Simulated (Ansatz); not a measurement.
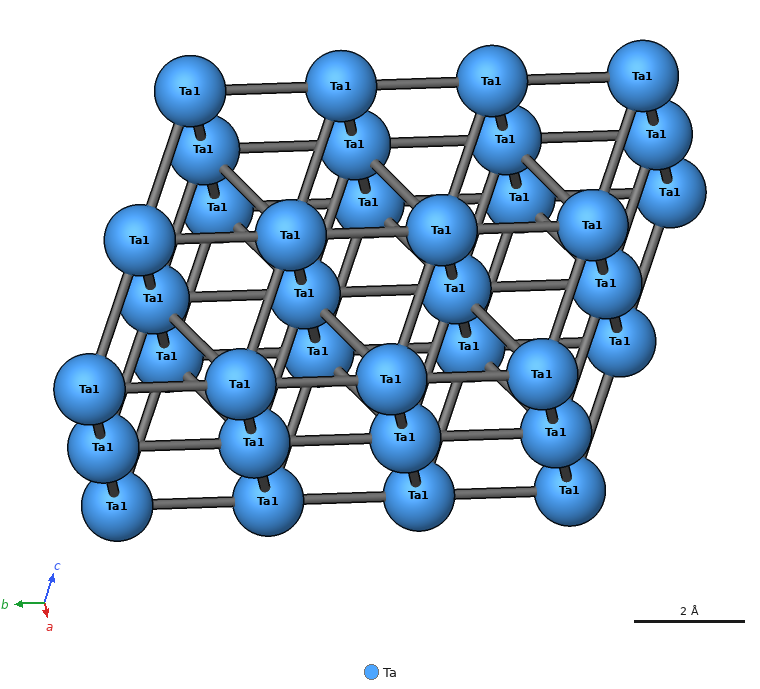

Fig. 1: The structure as given in the input (ball-and-stick view of the cell of the calculation, repeated 2 × 3 × 2, seen at an oblique angle; atoms are numbered from 1 in the order of the input). An atom can appear more than once, as a periodic image.

## What a change does: geometry relaxation on Ta

System: Ta (Im-3m, 1 atom in the cell).
Method of run 1: DFT PBE, scalar-relativistic, plane waves, PAW, no spin polarisation (Ansatz 0.2.0).

The structure derives from a Materials Project entry. Text and figures count atoms from 1; the logs count them from 0 in places.

### Input, run 1
```yaml
crystal:
  lattice:
    - [-1.6549278069, 1.6549278069, 1.6549278069]
    - [1.6549278069, -1.6549278069, 1.6549278069]
    - [1.6549278069, 1.6549278069, -1.6549278069]
  atoms:
    - { symbol: Ta, position: [0.0, 0.0, 0.0] }
basis:
  ecutwfc: 420
kpoints:
  mp_grid: { grid: [18, 18, 18] }
hamiltonian:
  xc: pbe
scf:
  occupations: { method: gaussian, width: 0.1 }
output:
  forces: true
  stress: true
  eigenvalues: true
  write_density: true
  write_potential: true
  elf: true
  volumetric_format: npy
relax:
  adjacent_minimum: "off"
  f_tol: 0.005
  max_steps: 80
  cell: { stress_tol: 0.05 }
```

Command:
```bash
ansatz run input.yaml --threads 4 --pin off --max-ram 10240MiB --backend cpu --events-out ev --progress --plain --runs-dir out
```

Hardware: 4 threads of Intel Xeon (Granite Rapids), 32 GiB of memory available, shared host.

### Output, shortened to warnings, some set-up lines, iterations and results (run 1)
```
Basis set: ecut = 420 eV, 369 PW (Γ), exchange–correlation on 40×40×40 points (8 copies of the dense FFT grid, shifted against one another)
Symmetry: 48 space group operations
k-points: 195 of 5832
Initial density: superposition of atomic densities (neutral atoms: chi_scale 0, normalization atom), corrected by the library's trained network
[...]
SCF iter   1: F=—  HF=-9932.253735 eV  |F-HF|=—  |Δ(HF+E_count)|=         —  Δρ=2.09e-3  dr2=2.03e-4  ethr=1.77e-3  ⟨swp⟩=5.1  Hψ=12002  notcnv=0
SCF iter   2: F=—  HF=-9932.253617 eV  |F-HF|=—  |Δ(HF+E_count)|=   1.18e-4  Δρ=9.91e-4  dr2=4.77e-5  ethr=1.56e-6  ⟨swp⟩=2.2  Hψ=4708  notcnv=0
SCF iter   3: F=—  HF=-9932.253689 eV  |F-HF|=—  |Δ(HF+E_count)|=   7.18e-5  Δρ=1.50e-4  dr2=9.57e-7  ethr=3.67e-7  ⟨swp⟩=2.1  Hψ=2566  notcnv=0
SCF iter   4: F=-9932.253689 eV  HF=-9932.253689 eV  |F-HF|=3.01e-8  |Δ(HF+E_count)|=   5.63e-7  Δρ=3.82e-5  dr2=7.49e-8  ethr=7.36e-9  ⟨swp⟩=2.0  Hψ=3322  notcnv=0
SCF iter   5: F=-9932.253689 eV  HF=-9932.253689 eV  |F-HF|=2.48e-9  |Δ(HF+E_count)|=   2.37e-8  Δρ=1.05e-5  dr2=5.40e-9  ethr=5.76e-10  ⟨swp⟩=1.0  Hψ=2085  notcnv=0
[... 16 lines ...]
SCF iter   1: F=—  HF=-9932.254420 eV  |F-HF|=—  |Δ(HF+E_count)|=         —  Δρ=1.64e-5  dr2=5.43e-9  ethr=5.39e-8  ⟨swp⟩=3.1  Hψ=17923  notcnv=0
SCF iter   2: F=—  HF=-9932.254422 eV  |F-HF|=—  |Δ(HF+E_count)|=   1.77e-6  Δρ=8.01e-6  dr2=1.21e-9  ethr=4.18e-11  ⟨swp⟩=2.3  Hψ=3107  notcnv=0
SCF iter   3: F=-9932.254422 eV  HF=-9932.254422 eV  |F-HF|=7.28e-12  |Δ(HF+E_count)|=   1.80e-9  Δρ=3.91e-7  dr2=6.05e-12  ethr=1.00e-12  ⟨swp⟩=5.2  Hψ=11752  notcnv=0
SCF 4 converged in 3 iterations: F = -9932.254422 eV  dr2 = 6.05e-12
relax step   4: F+E_penalty+E_count = -9932.25442226 eV  Δ(F+E_penalty+E_count) = -5.796e-5 eV  max|allowed force component| = 0.000e0 eV/Å  Δτ_max = 0.0000 Å  P = -0.044 GPa …
basis re-selected at this cell: Δ(F+E_penalty+E_count) = -5.796e-5 eV, ΔP = +0.004 GPa vs the last step (what re-selecting the basis moved, of the pressure what is left beyond the Pulay correction that the steps carried, after the strain that the cell walked since its last selection, with what the …
SCF converged after 3 iterations
Free energy (F): -9932.254422 eV
Harris-Foulkes:  -9932.254422 eV  (|F-HF|=7.28e-12)
Internal energy: -9932.248338 eV  (E = F + TS)
E sigma→0 (E₀):  -9932.251380 eV
Entropy (-TS):   -0.006084 eV (-6.084 meV/atom)
Fermi energy:    18.338352 eV
--- Per-component energies (eV) ---
  E_band       = -107.523717
  E_kinetic    = 365.624239
  E_local      = -555.993502  (includes V_loc(G=0)·N_el)
  E_nonlocal   = 14.737740
  E_hartree    = 192.474171
  E_xc         = -218.345689
  E_vxc        = -203.897199  (∫ρ·V_xc dr)
  E_paw        = -8396.600506  (= ΣΔE_a)
  E_vpaw       = -112.943467  (= ΣTr[D̂ρ^β])
  E_aug_tail   = 0.000133  (compensation charges beyond the density's cutoff)
  E_ewald      = -1334.144924
  E_smearing   = -0.006084  (= −TS)
  E_closure    = 0.000000  (closes the sum)
  Σ components = -9932.254422   (vs F -9932.254422, Δ=0.00e0)
--- Forces (eV/Å), atoms counted from 1 ---
  atom   1  Ta     0.00000000     0.00000000    -0.00000000
  max |Σ_I F_I| component: 1.07e-31 eV/Å
--- Stress (GPa, compression-positive) ---
       -0.044391      -0.000000       0.000000
        0.000000      -0.044391       0.000000
        0.000000       0.000000      -0.044391
  P = ⅓ Tr σ = -0.0444 GPa (-0.444 kbar)
--- Relaxed structure (3 steps of the walk, 2 accepted, 1 SCFs on fresh bases) ---
  F+E_penalty+E_count = -9932.25442226 eV   max|allowed force component| = 0.000e0 eV/Å   (the final SCF, on the basis selected at the relaxed cell)
  cell:  # Å, volume = 18.2817 Å³
    - [-1.6595311954532486, 1.6595311954532486, 1.6595311954532486]
    - [1.6595311954532486, -1.6595311954532486, 1.6595311954532486]
    - [1.6595311954532486, 1.6595311954532486, -1.6595311954532486]
  atoms:
    - { symbol: Ta, position: [0.0, 0.0, 0.0] }
```

For run 2 the input was changed thus:
```diff
-basis:
-  ecutwfc: 420
+  initial_density: { chi_scale: 0.1 }
-  write_density: true
-  write_potential: true
-  elf: true
-  volumetric_format: npy
+accuracy: medium
```

How does run 2 compare with run 1?

The energy doesn't change within 0.01 meV per atom. The number of SCF iterations is the same.

### Output, shortened to warnings, some set-up lines, iterations and results (run 2)
```
Basis set: ecut = 420 eV, 369 PW (Γ), exchange–correlation on 40×40×40 points (8 copies of the dense FFT grid, shifted against one another)
Symmetry: 48 space group operations
k-points: 195 of 5832
Initial density: superposition of atomic densities (chi_scale 0.1, normalization cell)
[...]
SCF iter   1: F=—  HF=-9932.343980 eV  |F-HF|=—  |Δ(HF+E_count)|=         —  Δρ=4.16e-2  dr2=3.02e-1  ethr=3.10e-3  ⟨swp⟩=5.1  Hψ=11112  notcnv=0
SCF iter   2: F=—  HF=-9932.249125 eV  |F-HF|=—  |Δ(HF+E_count)|=   9.49e-2  Δρ=1.63e-2  dr2=2.34e-2  ethr=2.32e-3  ⟨swp⟩=2.5  Hψ=4920  notcnv=0  defer=61
SCF iter   3: F=—  HF=-9932.252988 eV  |F-HF|=—  |Δ(HF+E_count)|=   3.86e-3  Δρ=4.29e-3  dr2=1.15e-3  ethr=1.80e-4  ⟨swp⟩=2.5  Hψ=2858  notcnv=0  defer=61
SCF iter   4: F=—  HF=-9932.253681 eV  |F-HF|=—  |Δ(HF+E_count)|=   6.93e-4  Δρ=1.77e-4  dr2=1.44e-6  ethr=8.85e-6  ⟨swp⟩=1.1  Hψ=2141  notcnv=0  defer=61
SCF iter   5: F=—  HF=-9932.253689 eV  |F-HF|=—  |Δ(HF+E_count)|=   7.88e-6  Δρ=4.39e-5  dr2=1.01e-7  ethr=7.69e-10  ⟨swp⟩=8.0  Hψ=11565  notcnv=0
[... 16 lines ...]
SCF iter   1: F=—  HF=-9932.254420 eV  |F-HF|=—  |Δ(HF+E_count)|=         —  Δρ=1.64e-5  dr2=5.43e-9  ethr=5.39e-8  ⟨swp⟩=3.1  Hψ=17930  notcnv=0
SCF iter   2: F=—  HF=-9932.254422 eV  |F-HF|=—  |Δ(HF+E_count)|=   1.83e-6  Δρ=8.01e-6  dr2=1.21e-9  ethr=4.18e-11  ⟨swp⟩=2.3  Hψ=3113  notcnv=0
SCF iter   3: F=-9932.254422 eV  HF=-9932.254422 eV  |F-HF|=1.82e-12  |Δ(HF+E_count)|=   1.79e-9  Δρ=3.91e-7  dr2=5.98e-12  ethr=1.00e-12  ⟨swp⟩=5.2  Hψ=11721  notcnv=0
SCF 4 converged in 3 iterations: F = -9932.254422 eV  dr2 = 5.98e-12
relax step   4: F+E_penalty+E_count = -9932.25442227 eV  Δ(F+E_penalty+E_count) = -5.796e-5 eV  max|allowed force component| = 0.000e0 eV/Å  Δτ_max = 0.0000 Å  P = -0.044 GPa …
basis re-selected at this cell: Δ(F+E_penalty+E_count) = -5.796e-5 eV, ΔP = +0.004 GPa vs the last step (what re-selecting the basis moved, of the pressure what is left beyond the Pulay correction that the steps carried, after the strain that the cell walked since its last selection, with what the …
SCF converged after 3 iterations
Free energy (F): -9932.254422 eV
Harris-Foulkes:  -9932.254422 eV  (|F-HF|=1.82e-12)
Internal energy: -9932.248338 eV  (E = F + TS)
E sigma→0 (E₀):  -9932.251380 eV
Entropy (-TS):   -0.006084 eV (-6.084 meV/atom)
Fermi energy:    18.338380 eV
--- Per-component energies (eV) ---
  E_band       = -107.523350
  E_kinetic    = 365.624288
  E_local      = -555.992761  (includes V_loc(G=0)·N_el)
  E_nonlocal   = 14.737755
  E_hartree    = 192.473969
  E_xc         = -218.345706
  E_vxc        = -203.897223  (∫ρ·V_xc dr)
  E_paw        = -8396.600515  (= ΣΔE_a)
  E_vpaw       = -112.943478  (= ΣTr[D̂ρ^β])
  E_aug_tail   = 0.000133  (compensation charges beyond the density's cutoff)
  E_ewald      = -1334.145501
  E_smearing   = -0.006084  (= −TS)
  E_closure    = 0.000000  (closes the sum)
  Σ components = -9932.254422   (vs F -9932.254422, Δ=0.00e0)
--- Forces (eV/Å), atoms counted from 1 ---
  atom   1  Ta     0.00000000    -0.00000000    -0.00000000
  max |Σ_I F_I| component: 2.38e-31 eV/Å
--- Stress (GPa, compression-positive) ---
       -0.044139      -0.000000       0.000000
       -0.000000      -0.044139      -0.000000
       -0.000000       0.000000      -0.044139
  P = ⅓ Tr σ = -0.0441 GPa (-0.441 kbar)
--- Relaxed structure (3 steps of the walk, 2 accepted, 1 SCFs on fresh bases) ---
  F+E_penalty+E_count = -9932.25442227 eV   max|allowed force component| = 0.000e0 eV/Å   (the final SCF, on the basis selected at the relaxed cell)
  cell:  # Å, volume = 18.2817 Å³
    - [-1.6595304774749744, 1.6595304774749744, 1.6595304774749744]
    - [1.6595304774749744, -1.6595304774749744, 1.6595304774749744]
    - [1.6595304774749744, 1.6595304774749744, -1.6595304774749744]
  atoms:
    - { symbol: Ta, position: [0.0, 0.0, 0.0] }
```

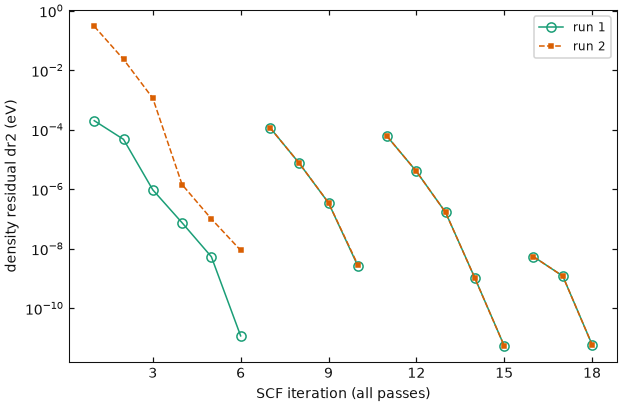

Fig. 2: Convergence of the two runs: density residual dr2 against the SCF iteration. A break in a curve parts two SCF passes. Run 1 takes 18 iterations in all, and run 2 takes 18.

### The two runs side by side

```tsv
quantity	run 1	run 2
outcome	converged	converged
free energy per atom (eV)	−9932.2544	−9932.2544
energy per atom, smearing taken to zero (eV)	−9932.2514	−9932.2514
gap on the mesh (eV)	0.00	0.00
pressure (GPa)	−0.04	−0.04
largest force (eV/Å)	0.000	0.000
SCF iterations	18	18
irreducible k-points	195	195
wall time (shared host)	1.7 s	1.6 s
```

For both runs: Spin–orbit coupling is left out, which matters for Ta.
